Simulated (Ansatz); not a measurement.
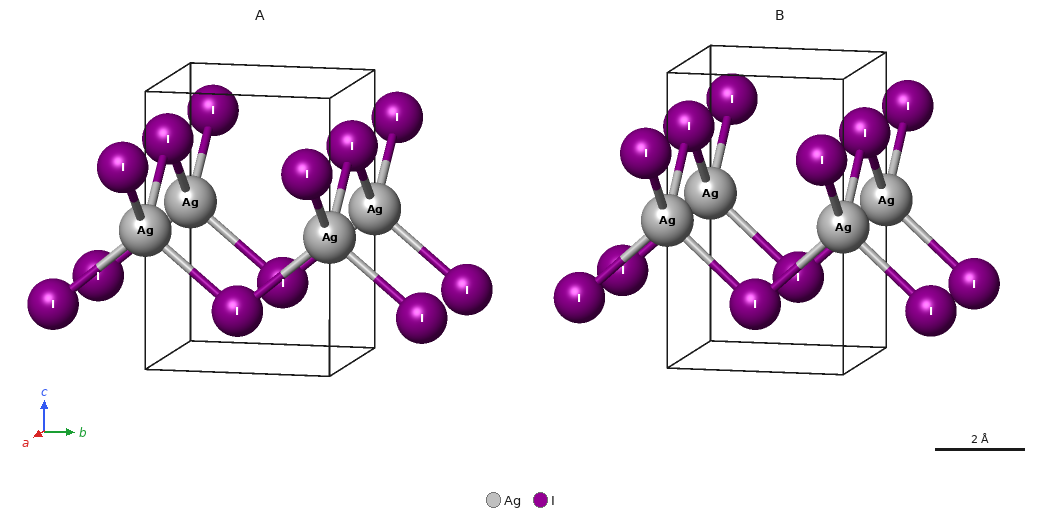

Two geometries of a crystal of AgI$_{2}$ (set up in P-4m2), drawn at one scale. One is the start of a relaxation, the other its converged end. Style: ball-and-stick. Shown: the cell of the calculation, slightly off an axis.

These are results of DFT r2SCAN, scalar-relativistic, plane waves, PAW in Ansatz, not measurements. Set-up: plane-wave cutoff 500 eV; k-point mesh 10 × 10 × 8; occupations gaussian; smearing width 0.1 eV; no spin polarisation; cell and atoms relaxed; force threshold 0.005 eV/Å; at most 80 steps.

Which one is relaxed?

Structure B is the relaxed one. After 7 accepted moves (8 points after the start) the energy has fallen by 18.1 meV per cell of the calculation. The largest force component goes from 0.097 to 0.0013 eV/Å. The pressure goes from −0.85 to 0.00 GPa. The SCF was repeated once at an unchanged geometry on a basis and grid sized afresh for the cell, which shifted the energy by 0.1 meV per cell of the calculation at most. The largest moves relative to the cell, 0.035 Å, are those of I atoms. Ag stays in place. The drawn cell changes as follows: a = b 4.286 → 4.087 Å (−4.6 %), c 6.355 → 6.753 Å (+6.3 %); the volume changes by −3.3 %. Near-neighbour distances that change, for instance: Ag–I 2.776 → 2.751 Å. Bond angles that change, for instance: I–Ag–I 101.0° → 96.0°, Ag–I–Ag 101.0° → 96.0°, I–Ag–I 113.8° → 116.6°. The space group stays P-4m2 (No. 115). The run took about 13 core-minutes on a shared host.

Limits of the set-up: an odd number of electrons was run without spin polarisation, which fails if the electron would localise.
